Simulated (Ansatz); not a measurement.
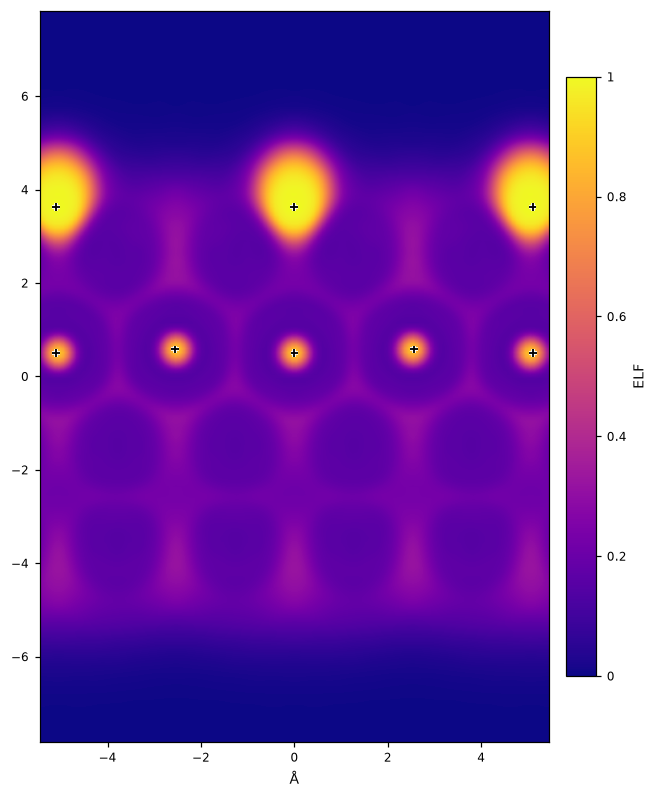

The electron localisation function on a plane through atoms (crosses mark nuclei in the plane).

Level of theory: Ansatz 0.2.0, DFT PBE, scalar-relativistic, plane waves, PAW.

Candidates:
A. Cu (slab), a = 5.11 Å, b = 5.11 Å, c = 16.17 Å, α = 90.00°, β = 90.00°, γ = 60.00°. Computed without spin polarisation; PAW files of the earlier set (soft_1).
B. Cu₁₆H (slab), a = 5.11 Å, b = 5.11 Å, c = 17.25 Å, α = 90.00°, β = 90.00°, γ = 60.00°. Computed without spin polarisation; PAW files of the earlier set (soft_1).

### Which system is this?

Candidate B: Cu₁₆H on the (110) plane of the calculation cell, a cut from vacuum to vacuum, which holds Cu and H. Cu–Cu (2.55 Å): the ELF is about 0.25 at the midpoint (no localised pair shows between them). Cu–Cu (2.55 Å): the ELF is about 0.25 at the midpoint: no localised pair shows between them.
